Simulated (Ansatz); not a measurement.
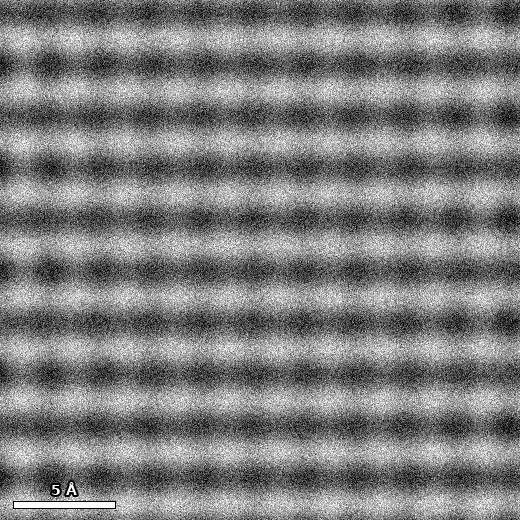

HRTEM-like image of Ta (P6_3/mmc, No. 194) along [100]. Simulated in the weak-phase-object approximation with neutral-atom potentials: 200 kV, Cs = 1.20 mm, defocus −658 Å (negative is underfocus), defocus spread 20 Å, aperture 0.41 1/Å. Shot noise was added. Model: the end point of a relaxation with DFT, PBE, plane waves (420 eV) with PAW, scalar-relativistic in Ansatz 0.2.0; the starting structure was generated, so it need not be a known form of this composition.

### What point resolution do these settings give, and which lattice spacings pass?

About 2.4 Å (0.66 |Cs|^(1/4) λ^(3/4) with λ = 0.0251 Å). The spacings that carry visible contrast are {002} at 2.58 Å, {100} at 2.51 Å.

### Do the atom columns appear dark or bright, and why?

Dark. With positive Cs and underfocus sin χ is negative over the pass band, so the strongest columns (Ta) come out darker than the background.
